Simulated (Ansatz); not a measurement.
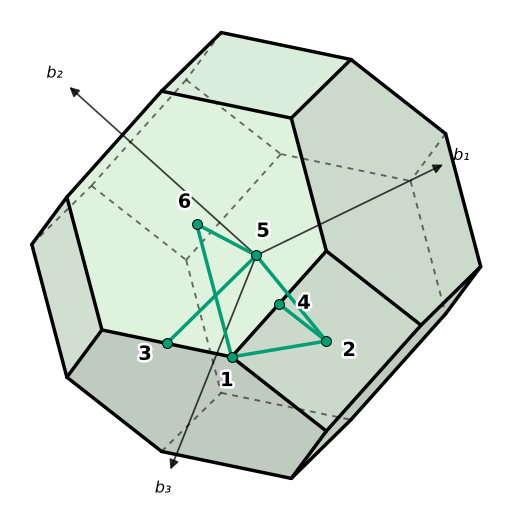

Crystal: SnO₂, the input geometry of an electronic-structure calculation (not necessarily at equilibrium); the starting structure was generated, so it need not be a known form of this composition. The first Brillouin zone of a face-centred cubic lattice (cF; extended symbol cF2) is drawn with its special points numbered. Geometry calculated from the standardised cell; symmetry tolerance 0.002 Å.

a = 5.067 Å, b = 5.067 Å, c = 5.067 Å, α = 90.00°, β = 90.00°, γ = 90.00°.

Labels and path follow the convention of Hinuma et al. (2017), as computed by seekpath; the arrows show the directions of the reciprocal primitive vectors b₁, b₂, b₃, in which coordinates are given.

**Which special point is each number?**

| no. | label | coordinates |
| --- | --- | --- |
| 1 | W | (1/2, 1/4, 3/4) |
| 2 | X | (1/2, 0, 1/2) |
| 3 | K | (3/8, 3/8, 3/4) |
| 4 | U | (5/8, 1/4, 5/8) |
| 5 | Γ | (0, 0, 0) |
| 6 | L | (1/2, 1/2, 1/2) |
